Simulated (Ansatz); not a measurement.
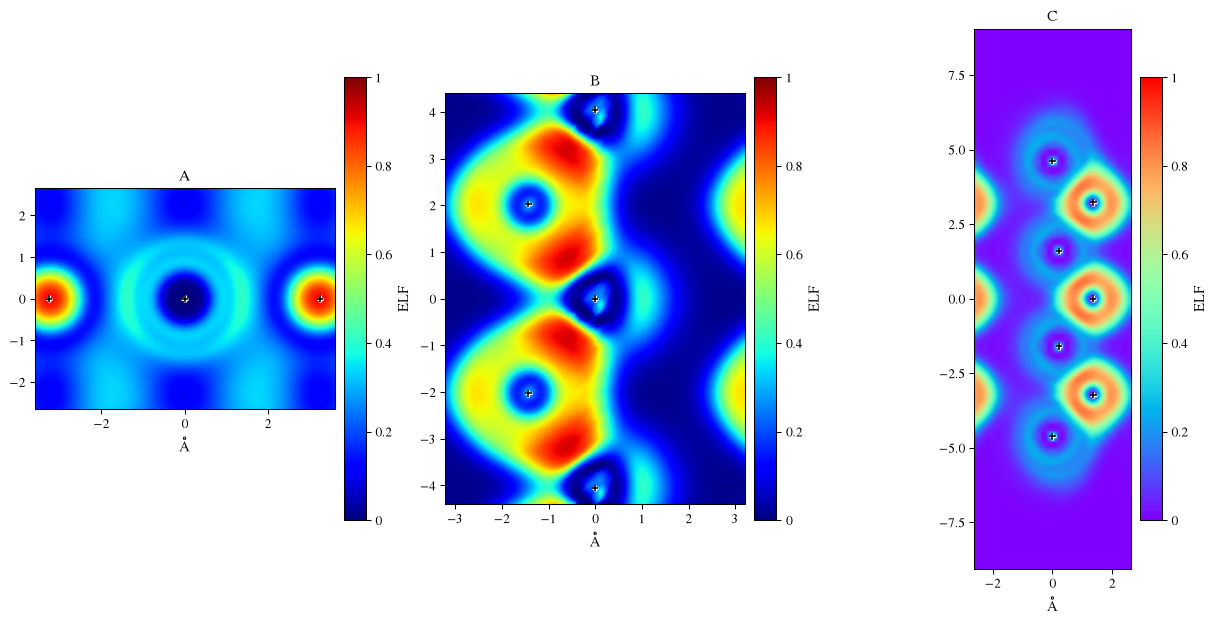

The ELF of 3 systems, each on a plane through atoms (crosses mark nuclei in the plane).

Theory: Ansatz, DFT PBE, scalar-relativistic, plane waves, PAW.

System 1: AlAs, the (110) plane of the conventional cell. Space group F-43m.

System 2: GaN (slab), the (100) plane of the calculation cell, a cut from vacuum to vacuum. 

System 3: MnSn3, the (100) plane of the cell of the magnetic structure. Space group Pm-3m; started from the Cu3Au (L1_2) prototype, which need not be the ambient phase; spin-polarised.

```cif
data_structure
_symmetry_space_group_name_H-M 'P 1'
_symmetry_Int_Tables_number 1
_cell_length_a 6.5093
_cell_length_b 6.5093
_cell_length_c 4.6028
_cell_angle_alpha 90.000
_cell_angle_beta 90.000
_cell_angle_gamma 90.000
_cell_volume 195.02
loop_
_atom_site_label
_atom_site_type_symbol
_atom_site_fract_x
_atom_site_fract_y
_atom_site_fract_z
_atom_site_occupancy
Sn1 Sn 0.50000 0.00000 0.00000 1
Sn2 Sn 0.75000 0.75000 0.50000 1
Sn3 Sn 0.75000 0.25000 0.50000 1
Mn1 Mn 0.00000 0.00000 0.00000 1
Sn4 Sn 0.00000 0.50000 0.00000 1
Sn5 Sn 0.25000 0.25000 0.50000 1
Sn6 Sn 0.25000 0.75000 0.50000 1
Mn2 Mn 0.50000 0.50000 0.00000 1
```

Q: Match each panel to its system.

A: Panel A is system 3, MnSn3: the plane holds Sn and Mn. Mn–Sn (3.25 Å): the ELF is about 0.35 at the midpoint (no shared electron pair shows on this line). Panel B is system 1, AlAs: the plane holds Al and As. Al–As (2.48 Å): the ELF peaks at about 0.90 between the atoms, as expected for localised, covalent bonding. Panel C is system 2, GaN: the plane holds Ga and N. Ga–N (1.95 Å): the ELF peaks at about 0.85 in the valence shell of N, 0.7 Å from its nucleus, and is about 0.45 at the midpoint.
